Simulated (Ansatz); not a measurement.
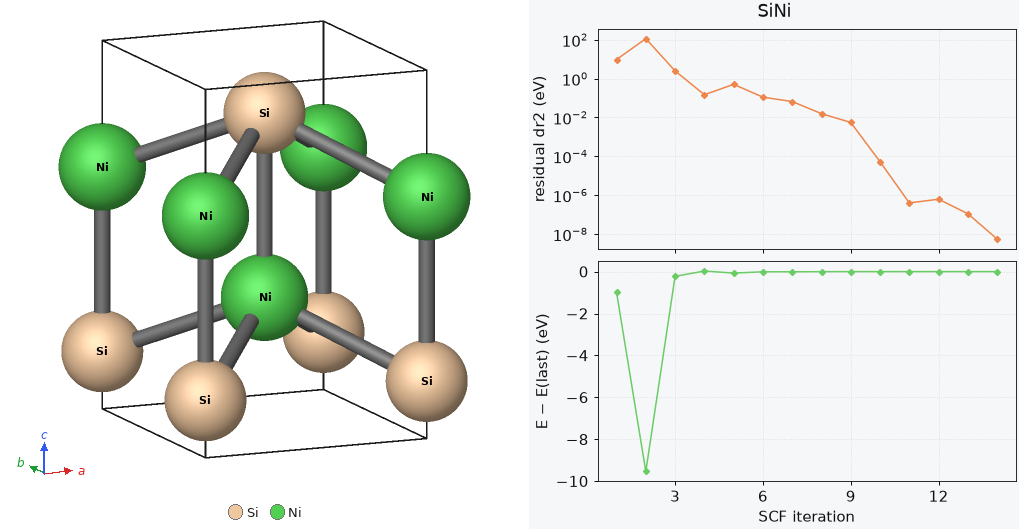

Beside the plot: the structure in its conventional cell.

The plot shows the SCF iterations of a calculation: density residual dr2, Harris–Foulkes energy less its last value. The starting density is a sum of atomic densities corrected by a trained network.

SiNi (4 atoms in the cell), run with Ansatz.

```
crystal:
  lattice:
    - [2.9862502058, 0.0, 0.0]
    - [0.0, 3.2507778458, 0.0]
    - [0.0, 0.0, 4.6676955607]
  atoms:
    - { symbol: Si, position: [0.5, 0.5, 0.8436520584] }
    - { symbol: Si, position: [0.0, 0.0, 0.1563479416] }
    - { symbol: Ni, position: [0.5, 0.5, 0.3432138754] }
    - { symbol: Ni, position: [0.0, 0.0, 0.6567861246] }
basis:
  ecutwfc: 500
kpoints:
  mp_grid: { grid: [1, 1, 1] }
hamiltonian:
  xc: r2scan
scf:
  occupations: { method: gaussian, width: 0.1 }
  max_iter: 60
output:
  forces: true
  eigenvalues: true
  stress: true
```

Launched with:
```bash
ansatz run input.yaml --threads 1 --pin off --max-ram 2560MiB --backend cpu --events-out ev --progress --plain --runs-dir out
```

Q: Did the calculation converge?

A: It converged, after 14 iterations. The residual falls unevenly and jumps up by a factor of two or more twice on the way down.

Q: Is anything amiss with this input?

A: The input holds a fault (one k-point for a small cell). The SCF closed all the same, which doesn't make the results meaningful for the real system.
